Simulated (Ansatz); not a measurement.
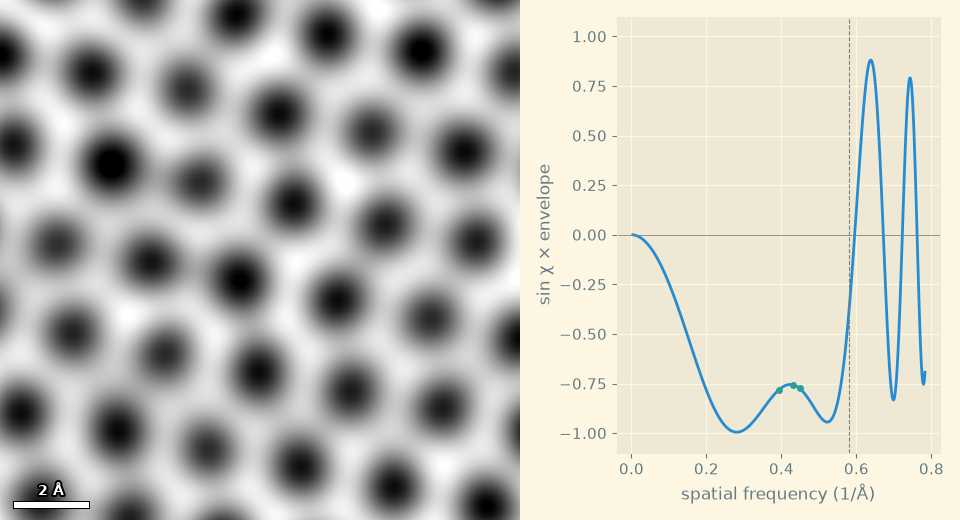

Phase-contrast TEM-like image of Ti (P6_3/mmc, No. 194) along [100]. Simulated in the weak-phase-object approximation with neutral-atom potentials: 300 kV, Cs = 0.60 mm, defocus −412 Å (negative is underfocus), defocus spread 20 Å, aperture 0.58 1/Å. The speckle of an amorphous layer was added. Structure: coordinates from a relaxation with DFT, r2SCAN, plane waves (500 eV) with PAW, scalar-relativistic (Ansatz 0.2.0); the starting structure was generated, so it need not be a known form of this composition.

The plot gives the contrast transfer function, the aperture (dashed) and the crystal's spatial frequencies that carry visible contrast (dots).

### Do the atom columns appear dark or bright, and why?

Dark. With positive Cs and underfocus sin χ is negative over the pass band, so the strongest columns (Ti) come out darker than the background.

### What point resolution do these settings give, and which lattice spacings pass?

About 1.7 Å (0.66 |Cs|^(1/4) λ^(3/4) with λ = 0.0197 Å). The spacings that carry visible contrast are {100} at 2.54 Å, {002} at 2.32 Å, {101} at 2.23 Å.
